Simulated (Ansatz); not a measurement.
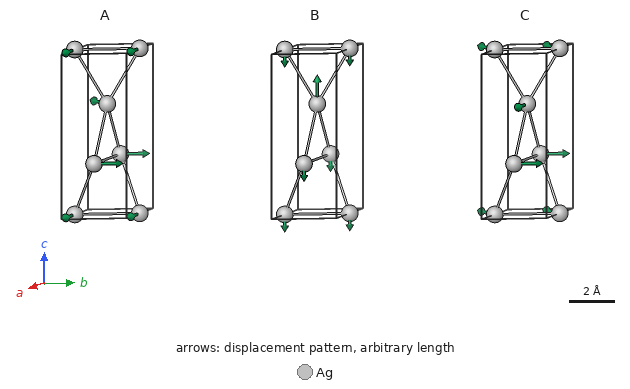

Modes of crystalline Ag (a generated structure), space group P6₄22 (No. 181), at the zone centre (one member of each degenerate set). Displacements are drawn as green arrows; their common scale and sign are arbitrary. The picture is a ball-and-stick view of the cell of the calculation, seen slightly off an axis.

Theory: Ansatz 0.2.0, DFT PBE, scalar-relativistic, plane waves, PAW.

The frequencies depend somewhat on the k-mesh and the smearing.

### Give the symmetry species and the selection rules of each.

A is B₁, silent by symmetry (neither infrared- nor Raman-active) (41i cm⁻¹). B is E₂, Raman-active by symmetry (138 cm⁻¹). C is E₁, infrared- and Raman-active by symmetry (44 cm⁻¹). In a metal the free carriers screen the infrared response.
